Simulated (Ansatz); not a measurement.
# Run report: Pd, geometry relaxation (part 1 of 2)

Pd (slab, 8 atoms in the cell), computed with DFT LDA, scalar-relativistic, plane waves, PAW, no spin polarisation (Ansatz 0.2.0).

The structure derives from an entry of the Crystallography Open Database. The input holds or restrains some coordinates. Forces given for the steps count only the free coordinates. Figures and captions count atoms from 1; the log counts them from 0 in places.

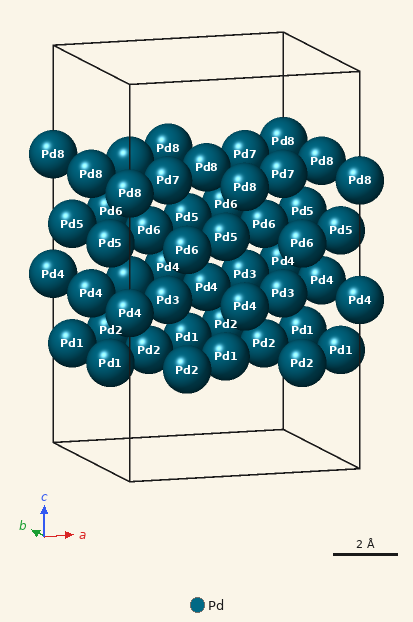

**Figure 1.** The starting structure (spheres-only view of the 2 × 2 repeat of the cell, with the vacuum cut short, seen slightly off an axis; atoms are numbered from 1 in the order of the input). An atom can appear more than once, as a periodic image.

**Key numbers**

- outcome: converged under the restraints of the input
- electrons treated: 144
- free energy: −54752.7690 eV
- work function, top face: 5.57 eV
- work function, bottom face: 5.57 eV
- Fermi energy: 3.269 eV
- gap on the k-point mesh: none (metallic)
- final volume: 335.40 Å³
- work function (upper face): 5.57 eV
- largest force (length of the vector) at the end, held atoms and coordinates included: 0.215 eV/Å
- hardware: 2 threads of Intel Xeon (Sapphire Rapids), 64 GiB of memory available, shared host
- wall time: 52 s (CPU time 1.7 min)
- peak memory: 0.83 GiB

**Remarks**

Warnings of the run: the exchange-correlation potential is rough where the density is thin.

**The input**
```yaml
crystal:
  lattice:
    - [3.8389498098, 0.0, 0.0]
    - [0.0, 3.8389498098, 0.0]
    - [0.0, 0.0, 22.7584247147]
  atoms:
    - { symbol: Pd, position: [0.0, 0.5, 0.3734880646] }
    - { symbol: Pd, position: [0.5, 0.0, 0.3734880646] }
    - { symbol: Pd, position: [0.5, 0.5, 0.4578293549] }
    - { symbol: Pd, position: [0.0, 0.0, 0.4578293549] }
    - { symbol: Pd, position: [0.0, 0.5, 0.5421706451] }
    - { symbol: Pd, position: [0.5, 0.0, 0.5421706451] }
    - { symbol: Pd, position: [0.5, 0.5, 0.6265119354] }
    - { symbol: Pd, position: [0.0, 0.0, 0.6265119354] }
basis:
  ecutwfc: 420
kpoints:
  mp_grid: { grid: [8, 8, 1] }
hamiltonian:
  xc: lda
scf:
  occupations: { method: gaussian, width: 0.1 }
output:
  forces: true
  eigenvalues: true
  write_density: true
  write_potential: true
  elf: true
  volumetric_format: npy
relax:
  adjacent_minimum: "off"
  f_tol: 0.03
  max_steps: 70
  constraints: [{ sites: [0, 1, 2, 3] }]
efield:
  axis: 3
  dipole_correction: true
```

Run as:
```bash
ansatz run input.yaml --threads 2 --pin off --max-ram 5120MiB --backend cpu --events-out ev --progress --plain --runs-dir out
```

**Output**
```
Engine: ansatz 0.2.0, x86_64-unknown-linux-gnu
Pseudopotentials: kind: paw
Pseudopotential: Pd, paw, valence charge 18, recommended cutoff 420 eV (normal), Pd.paw.azcp
Functional definition: SPW92
  exchange = slater_x
  correlation = pw_c
Crystal: 8 atoms, lattice volume = 335.403 Å³
Basis set: ecut = 420 eV, 6605 PW (Γ)
Bands: 87, of which v1, the nominal top of the filled ones, is band 72 counted from 1 (71 counted from 0)
Symmetry: 16 space group operations
k-points: 15 of 64
Non-local potential: Pd, projectors of the file, l = 0: 2, l = 1: 2, l = 2: 2, l = 3: 1
PAW form: soft (Blöchl's): semilocal exchange-correlation on the pseudo side does not see the compensation charge
PAW frozen core: Pd, regenerated for the run's functional, and the local potential with it (the file was generated under x = pbe(κ = 0.804, μ = 0.2195149727645171), c = pbe(β = 0.06672455060314922))
PAW one-centre angular grid: Pd, 590 points (default); XC on 64 Gauss nodes
Initial density: superposition of atomic densities (neutral atoms: chi_scale 0, normalization atom), corrected by the library's trained network
Initial wavefunctions: pseudopotential atomic-orbital guess
Functional: x = slater, c = lda
SCF iter   1: F=—  HF=-54752.943701 eV  |F-HF|=—  |Δ(HF+E_count)|=         —  Δρ=1.39e-2  dr2=2.57e0  ethr=1.77e-3  p=0.000 e·Å  D=1.42e-13 V/Å  ΔV_dip=-0.00 eV  dr2_dipole=2.06e-7  V_vac-E_F(+/−)=4.99/4.99 eV  ⟨swp⟩=7.3  Hψ=5763  notcnv=0  defer=35
efield: sawtooth ramp at fractional position 0.9500 (placed from the atoms, in the widest stretch of the axis that holds none; the zero of the levels goes with the place), width 0.1000; the density the first Hamiltonian is built on has a dipole p = 0.000 e·Å; the dipole correction subtracts the counter field D = 1.42e-13 V/Å, which shifts the + side's vacuum level by -0.00 eV against the − side's; the planar-averaged density in the ramp window peaks in size at 2.0e-5 e/Å³
preconditioner: auto → LDOS  [metal: Δε(μ)=0.013 eV  Ē_g=6.888 eV  σ=0.100 eV  W_gap=0.07  n_scr=80 (ndim 8)  ℏωp=18.1 eV  f_vac=0.604  D(μ)=20.82/eV (n_scr^D=196)  β→1.0]
SCF iter   2: F=—  HF=-54752.866640 eV  |F-HF|=—  |Δ(HF+E_count)|=   7.71e-2  Δρ=1.32e-2  dr2=6.63e-1  ethr=1.77e-3  p=-0.000 e·Å  D=-8.38e-5 V/Å  ΔV_dip=0.00 eV  dr2_dipole=2.04e-5  V_vac-E_F(+/−)=5.69/5.68 eV  ⟨swp⟩=2.1  Hψ=2116  notcnv=0  defer=117
SCF iter   3: F=—  HF=-54752.774434 eV  |F-HF|=—  |Δ(HF+E_count)|=   9.22e-2  Δρ=5.15e-3  dr2=3.73e-1  ethr=4.60e-4  p=0.000 e·Å  D=4.56e-5 V/Å  ΔV_dip=-0.00 eV  dr2_dipole=5.66e-7  V_vac-E_F(+/−)=5.49/5.49 eV  ⟨swp⟩=2.0  Hψ=1822  notcnv=0  defer=117
SCF iter   4: F=—  HF=-54752.766150 eV  |F-HF|=—  |Δ(HF+E_count)|=   8.28e-3  Δρ=3.12e-3  dr2=1.25e-1  ethr=2.59e-4  p=-0.000 e·Å  D=-1.46e-4 V/Å  ΔV_dip=0.00 eV  dr2_dipole=8.51e-6  V_vac-E_F(+/−)=5.55/5.55 eV  ⟨swp⟩=1.2  Hψ=1193  notcnv=0  defer=117
SCF iter   5: F=—  HF=-54752.760495 eV  |F-HF|=—  |Δ(HF+E_count)|=   5.66e-3  Δρ=1.24e-3  dr2=1.10e-2  ethr=8.67e-5  p=-0.000 e·Å  D=-8.71e-6 V/Å  ΔV_dip=0.00 eV  dr2_dipole=7.65e-9  V_vac-E_F(+/−)=5.62/5.62 eV  ⟨swp⟩=1.7  Hψ=1445  notcnv=0  defer=117
SCF iter   6: F=—  HF=-54752.759002 eV  |F-HF|=—  |Δ(HF+E_count)|=   1.49e-3  Δρ=3.07e-4  dr2=6.39e-4  ethr=7.61e-6  p=-0.000 e·Å  D=-4.17e-6 V/Å  ΔV_dip=0.00 eV  dr2_dipole=4.18e-8  V_vac-E_F(+/−)=5.60/5.60 eV  ⟨swp⟩=1.9  Hψ=1677  notcnv=0  defer=116
SCF iter   7: F=—  HF=-54752.759015 eV  |F-HF|=—  |Δ(HF+E_count)|=   1.34e-5  Δρ=8.23e-5  dr2=2.39e-5  ethr=1.56e-8  p=-0.000 e·Å  D=-1.82e-5 V/Å  ΔV_dip=0.00 eV  dr2_dipole=1.16e-7  V_vac-E_F(+/−)=5.58/5.58 eV  ⟨swp⟩=22.9  Hψ=14745  notcnv=0
SCF iter   8: F=-54752.759000 eV  HF=-54752.759015 eV  |F-HF|=1.58e-5  |Δ(HF+E_count)|=   1.11e-7  Δρ=4.27e-5  dr2=1.80e-5  ethr=1.56e-8  p=0.000 e·Å  D=7.45e-6 V/Å  ΔV_dip=-0.00 eV  dr2_dipole=1.52e-8  V_vac-E_F(+/−)=5.58/5.58 eV  ⟨swp⟩=16.4  Hψ=13491  notcnv=0
SCF 1 converged in 8 iterations: F = -54752.759000 eV  dr2 = 1.80e-5
  greatest PAW one-centre occupation: 0.998 electrons in one spin orbital (limit 2), on the Pd atom at site 7 (counted from 0), in its partial waves of l = 0
relax step   1: F+E_penalty+E_count = -54752.75899954 eV  Δ(F+E_penalty+E_count) = +0.000e0 eV  max|allowed force component| = 2.187e-1 eV/Å  Δτ_max = 0.0000 Å  (8 SCF iters, dr2 threshold 2.25e-5 eV, accepted)
Initial density: handed on by an earlier stage of this run
Initial wavefunctions: those handed on with the density
iter 1 solved again at ethr=4.51e-4 eV; its pass at ethr=3.10e-3 eV (dr2=6.49e-1 eV) is discarded
SCF iter   1: F=—  HF=-54752.795418 eV  |F-HF|=—  |Δ(HF+E_count)|=         —  Δρ=6.55e-3  dr2=5.91e-1  ethr=4.51e-4  p=0.000 e·Å  D=4.98e-6 V/Å  ΔV_dip=-0.00 eV  dr2_dipole=1.42e-1  V_vac-E_F(+/−)=5.55/5.55 eV  ⟨swp⟩=1.2  Hψ=4246  notcnv=0  defer=116
efield: sawtooth ramp at fractional position 0.9500 (handed on by an earlier solve), width 0.1000; the density the first Hamiltonian is built on has a dipole p = 0.000 e·Å; the dipole correction subtracts the counter field D = 4.98e-6 V/Å, which shifts the + side's vacuum level by -0.00 eV against the − side's; the planar-averaged density in the ramp window peaks in size at 4.4e-6 e/Å³
preconditioner: auto → LDOS  [metal: Δε(μ)=0.004 eV  Ē_g=7.141 eV  σ=0.100 eV  W_gap=0.02  n_scr=80 (ndim 8)  ℏωp=18.1 eV  f_vac=0.604  D(μ)=20.09/eV (n_scr^D=186)  β→1.0]
SCF iter   2: F=—  HF=-54752.791615 eV  |F-HF|=—  |Δ(HF+E_count)|=   3.80e-3  Δρ=3.65e-3  dr2=1.58e-1  ethr=4.10e-4  p=-0.011 e·Å  D=-5.96e-3 V/Å  ΔV_dip=0.14 eV  dr2_dipole=3.42e-2  V_vac-E_F(+/−)=5.70/5.56 eV  ⟨swp⟩=2.0  Hψ=1832  notcnv=0  defer=116
SCF iter   3: F=—  HF=-54752.770240 eV  |F-HF|=—  |Δ(HF+E_count)|=   2.14e-2  Δρ=1.45e-3  dr2=3.88e-2  ethr=1.10e-4  p=-0.002 e·Å  D=-1.17e-3 V/Å  ΔV_dip=0.03 eV  dr2_dipole=1.09e-2  V_vac-E_F(+/−)=5.59/5.56 eV  ⟨swp⟩=2.1  Hψ=1882  notcnv=0  defer=116
SCF iter   4: F=—  HF=-54752.769090 eV  |F-HF|=—  |Δ(HF+E_count)|=   1.15e-3  Δρ=6.49e-4  dr2=4.02e-3  ethr=2.69e-5  p=-0.001 e·Å  D=-6.51e-4 V/Å  ΔV_dip=0.01 eV  dr2_dipole=4.98e-4  V_vac-E_F(+/−)=5.59/5.57 eV  ⟨swp⟩=2.0  Hψ=1740  notcnv=0  defer=116
SCF iter   5: F=—  HF=-54752.768705 eV  |F-HF|=—  |Δ(HF+E_count)|=   3.85e-4  Δρ=2.88e-4  dr2=8.45e-4  ethr=2.79e-6  p=-0.001 e·Å  D=-3.80e-4 V/Å  ΔV_dip=0.01 eV  dr2_dipole=6.92e-5  V_vac-E_F(+/−)=5.58/5.57 eV  ⟨swp⟩=2.1  Hψ=1707  notcnv=0  defer=116
SCF iter   6: F=—  HF=-54752.768172 eV  |F-HF|=—  |Δ(HF+E_count)|=   5.33e-4  Δρ=1.68e-4  dr2=3.33e-4  ethr=5.87e-7  p=-0.000 e·Å  D=-1.45e-5 V/Å  ΔV_dip=0.00 eV  dr2_dipole=6.16e-9  V_vac-E_F(+/−)=5.57/5.57 eV  ⟨swp⟩=1.8  Hψ=1453  notcnv=0  defer=116
SCF iter   7: F=—  HF=-54752.768177 eV  |F-HF|=—  |Δ(HF+E_count)|=   4.32e-6  Δρ=1.05e-4  dr2=1.27e-4  ethr=2.31e-7  p=0.000 e·Å  D=1.21e-4 V/Å  ΔV_dip=-0.00 eV  dr2_dipole=9.58e-8  V_vac-E_F(+/−)=5.57/5.57 eV  ⟨swp⟩=1.5  Hψ=1327  notcnv=0  defer=116
SCF iter   8: F=—  HF=-54752.768179 eV  |F-HF|=—  |Δ(HF+E_count)|=   2.28e-6  Δρ=2.65e-5  dr2=8.36e-6  ethr=8.82e-8  p=0.000 e·Å  D=2.13e-4 V/Å  ΔV_dip=-0.00 eV  dr2_dipole=1.84e-7  V_vac-E_F(+/−)=5.57/5.57 eV  ⟨swp⟩=1.4  Hψ=1325  notcnv=0  defer=116
SCF iter   9: F=-54752.768181 eV  HF=-54752.768181 eV  |F-HF|=1.46e-8  |Δ(HF+E_count)|=   1.58e-6  Δρ=9.74e-6  dr2=5.60e-7  ethr=2.08e-9  p=0.000 e·Å  D=2.08e-4 V/Å  ΔV_dip=-0.00 eV  dr2_dipole=6.63e-8  V_vac-E_F(+/−)=5.57/5.57 eV  ⟨swp⟩=20.8  Hψ=12121  notcnv=0
SCF 2 converged in 9 iterations: F = -54752.768181 eV  dr2 = 5.60e-7
relax step   2: F+E_penalty+E_count = -54752.76818058 eV  Δ(F+E_penalty+E_count) = -9.181e-3 eV  max|allowed force component| = 6.660e-2 eV/Å  Δτ_max = 0.0681 Å  (9 SCF iters, dr2 threshold 2.99e-6 eV, accepted)
SCF iter   1: F=—  HF=-54752.770653 eV  |F-HF|=—  |Δ(HF+E_count)|=         —  Δρ=1.25e-3  dr2=1.92e-2  ethr=1.80e-4  p=0.000 e·Å  D=2.09e-4 V/Å  ΔV_dip=-0.00 eV  dr2_dipole=4.31e-3  V_vac-E_F(+/−)=5.57/5.58 eV  ⟨swp⟩=2.3  Hψ=2313  notcnv=0  defer=114
efield: sawtooth ramp at fractional position 0.9500 (handed on by an earlier solve), width 0.1000; the density the first Hamiltonian is built on has a dipole p = 0.000 e·Å; the dipole correction subtracts the counter field D = 2.09e-4 V/Å, which shifts the + side's vacuum level by -0.00 eV against the − side's; the planar-averaged density in the ramp window peaks in size at 3.8e-6 e/Å³
preconditioner: auto → LDOS  [metal: Δε(μ)=0.033 eV  Ē_g=7.119 eV  σ=0.100 eV  W_gap=0.18  n_scr=80 (ndim 8)  ℏωp=18.1 eV  f_vac=0.604  D(μ)=21.25/eV (n_scr^D=204)  β→1.0]
SCF iter   2: F=—  HF=-54752.770475 eV  |F-HF|=—  |Δ(HF+E_count)|=   1.78e-4  Δρ=7.55e-4  dr2=6.22e-3  ethr=1.34e-5  p=0.002 e·Å  D=1.29e-3 V/Å  ΔV_dip=-0.03 eV  dr2_dipole=1.31e-3  V_vac-E_F(+/−)=5.55/5.58 eV  ⟨swp⟩=2.0  Hψ=2079  notcnv=0  defer=114
SCF iter   3: F=—  HF=-54752.769591 eV  |F-HF|=—  |Δ(HF+E_count)|=   8.84e-4  Δρ=2.72e-4  dr2=1.69e-3  ethr=4.32e-6  p=0.001 e·Å  D=3.10e-4 V/Å  ΔV_dip=-0.01 eV  dr2_dipole=4.91e-4  V_vac-E_F(+/−)=5.57/5.58 eV  ⟨swp⟩=2.0  Hψ=1785  notcnv=0  defer=114
SCF iter   4: F=—  HF=-54752.769563 eV  |F-HF|=—  |Δ(HF+E_count)|=   2.83e-5  Δρ=1.85e-4  dr2=2.63e-4  ethr=1.17e-6  p=0.000 e·Å  D=1.92e-4 V/Å  ΔV_dip=-0.00 eV  dr2_dipole=5.13e-5  V_vac-E_F(+/−)=5.57/5.57 eV  ⟨swp⟩=2.0  Hψ=1734  notcnv=0  defer=114
SCF iter   5: F=—  HF=-54752.769553 eV  |F-HF|=—  |Δ(HF+E_count)|=   9.63e-6  Δρ=4.38e-5  dr2=3.08e-5  ethr=1.83e-7  p=0.000 e·Å  D=1.69e-4 V/Å  ΔV_dip=-0.00 eV  dr2_dipole=6.29e-6  V_vac-E_F(+/−)=5.57/5.57 eV  ⟨swp⟩=2.1  Hψ=1639  notcnv=0  defer=114
SCF iter   6: F=—  HF=-54752.768968 eV  |F-HF|=—  |Δ(HF+E_count)|=   5.85e-4  Δρ=2.40e-5  dr2=6.80e-6  ethr=2.14e-8  p=0.000 e·Å  D=1.35e-4 V/Å  ΔV_dip=-0.00 eV  dr2_dipole=4.94e-8  V_vac-E_F(+/−)=5.57/5.57 eV  ⟨swp⟩=1.9  Hψ=1550  notcnv=0  defer=114
SCF iter   7: F=—  HF=-54752.768969 eV  |F-HF|=—  |Δ(HF+E_count)|=   7.31e-7  Δρ=1.73e-5  dr2=3.23e-6  ethr=4.72e-9  p=0.000 e·Å  D=1.30e-4 V/Å  ΔV_dip=-0.00 eV  dr2_dipole=5.68e-11  V_vac-E_F(+/−)=5.57/5.57 eV  ⟨swp⟩=1.4  Hψ=1314  notcnv=0  defer=114
SCF iter   8: F=—  HF=-54752.768969 eV  |F-HF|=—  |Δ(HF+E_count)|=   2.83e-7  Δρ=5.65e-6  dr2=4.86e-7  ethr=2.25e-9  p=0.000 e·Å  D=1.28e-4 V/Å  ΔV_dip=-0.00 eV  dr2_dipole=7.91e-9  V_vac-E_F(+/−)=5.57/5.57 eV  ⟨swp⟩=1.1  Hψ=1190  notcnv=0  defer=114
SCF iter   9: F=-54752.768969 eV  HF=-54752.768969 eV  |F-HF|=1.31e-8  |Δ(HF+E_count)|=   9.91e-8  Δρ=2.12e-6  dr2=3.50e-8  ethr=6.94e-11  p=0.000 e·Å  D=1.28e-4 V/Å  ΔV_dip=-0.00 eV  dr2_dipole=4.28e-9  V_vac-E_F(+/−)=5.57/5.57 eV  ⟨swp⟩=17.3  Hψ=10864  notcnv=0
SCF 3 converged in 9 iterations: F = -54752.768969 eV  dr2 = 3.50e-8
relax step   3: F+E_penalty+E_count = -54752.76896912 eV  Δ(F+E_penalty+E_count) = -7.885e-4 eV  max|allowed force component| = 8.871e-4 eV/Å  Δτ_max = 0.0144 Å  (9 SCF iters, accepted)
```

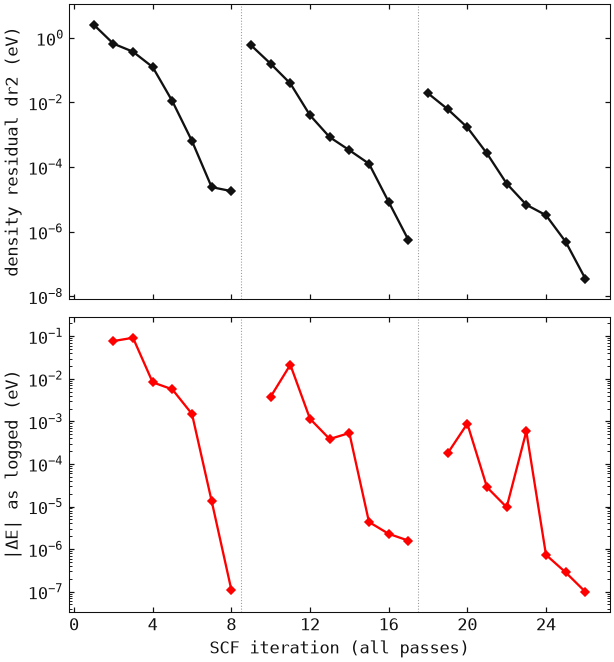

**Figure 2.** Convergence of the self-consistent field: density residual dr2 and size of the energy change against the SCF iteration. The dotted lines part the SCF passes of the relaxation: geometry steps, rejected trials and re-solves on a re-selected basis. The passes take 8, 9 and 9 iterations.

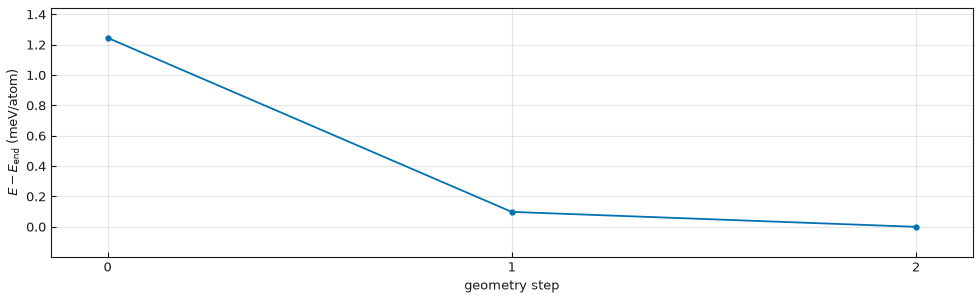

**Figure 3.** Progress of the restrained relaxation, step by step (the first geometry is step 0 here and step 1 in the log).

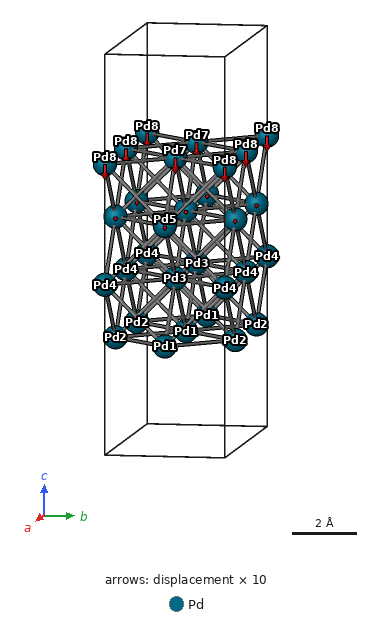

**Figure 4.** The starting structure with the displacements as red arrows, magnified 10 times (ball-and-stick view of the 2 × 1 repeat of the cell, with the vacuum cut short, seen slightly off an axis). The largest moves, 0.054 Å, are those of Pd7 and Pd8. The cell doesn't change. Among the contacts that change: Pd5–Pd7 2.715 → 2.688 Å, Pd3–Pd5 2.715 → 2.703 Å. The energy falls by 1.2 meV per atom in 2 geometry steps. The largest force component goes from 0.22 to 0.00089 eV/Å. (Atoms are counted from 1 in the order of the input.)
